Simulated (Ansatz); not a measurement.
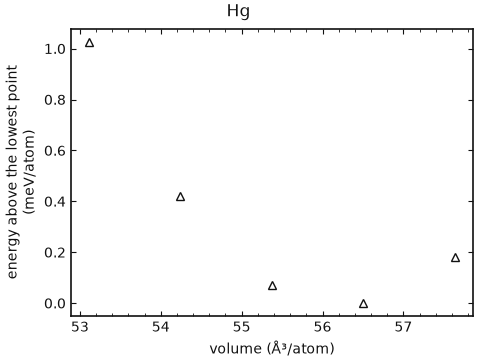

The picture above shows the energy above the lowest point against volume for Hg, space group Fd-3m (No. 227) (one of a set of cubic test structures, which need not be the stable phase).

Method: equation of state of a cubic crystal from periodic Kohn-Sham density functional theory without spin; pressure corrected for the finite basis (Ansatz 0.2.0 development build). Level: PBE, no spin-orbit coupling.

```tsv
setting	value
structure type	diamond
atoms in cell	2
space group number	227
lattice centring	face-centred primitive
k mesh	13×13×13
occupation method	Fermi–Dirac
occupation width	0.06123 eV
wave cutoff	700 eV
datasets	soft-1 PAW
density tolerance	1e-09 eV
bands	24
density cutoff ratio	4
search for lower states	default
```

From this curve and the settings, what does the calculation give for the pressure at the same points?

The pressure falls from 0.10 GPa at volume 53.11 Å³/atom to −0.04 GPa at 57.63 Å³/atom, and changes sign near 56.2 Å³/atom.

```json
{"volume (Å³/atom)": "53.11", "pressure (GPa)": "0.10"}
{"volume (Å³/atom)": "54.24", "pressure (GPa)": "0.07"}
{"volume (Å³/atom)": "55.37", "pressure (GPa)": "0.03"}
{"volume (Å³/atom)": "56.50", "pressure (GPa)": "-0.01"}
{"volume (Å³/atom)": "57.63", "pressure (GPa)": "-0.04"}
```

Limits of the calculation: cubic model structure, not the ambient form.
